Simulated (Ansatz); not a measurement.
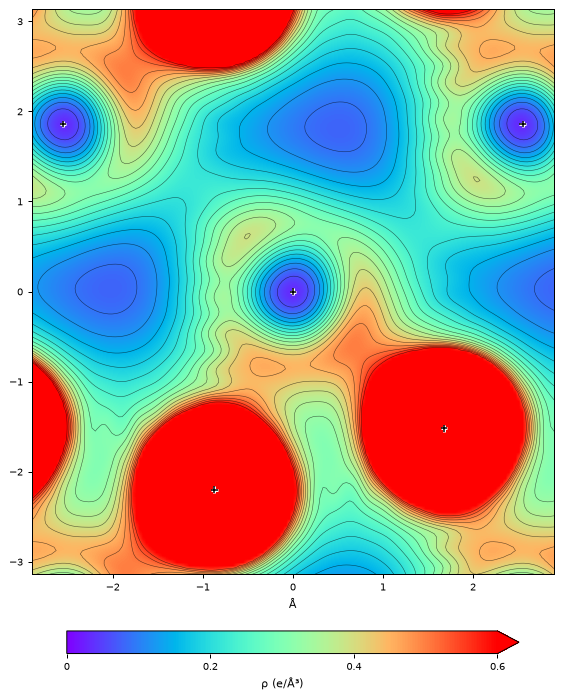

The valence charge density (pseudo) on a plane through atoms (crosses mark nuclei in the plane).

All numbers below come from Ansatz 0.2.0, DFT r2SCAN, scalar-relativistic, plane waves, PAW.

Candidates:
A. SiNi, a = 5.10 Å, b = 3.35 Å, c = 5.57 Å, α = 90.00°, β = 90.00°, γ = 90.00°. Space group Pnma; computed without spin polarisation.
B. HfSiO4, a = 6.58 Å, b = 6.58 Å, c = 5.97 Å, α = 90.00°, β = 90.00°, γ = 90.00°. Space group I4₁/amd.
C. Si, a = 3.83 Å, b = 3.83 Å, c = 9.50 Å, α = 90.00°, β = 90.00°, γ = 120.00°. Space group R-3m; a generated structure, not necessarily the stable one.

Q: Which system is this?

A: Candidate A: SiNi on the (010) plane of the conventional cell, which holds Si and Ni. Si–Ni (2.26 Å): ρ at the midpoint is about 0.51 e/Å³. Si–Ni (2.36 Å): the density is about 0.45 e/Å³ at the midpoint.
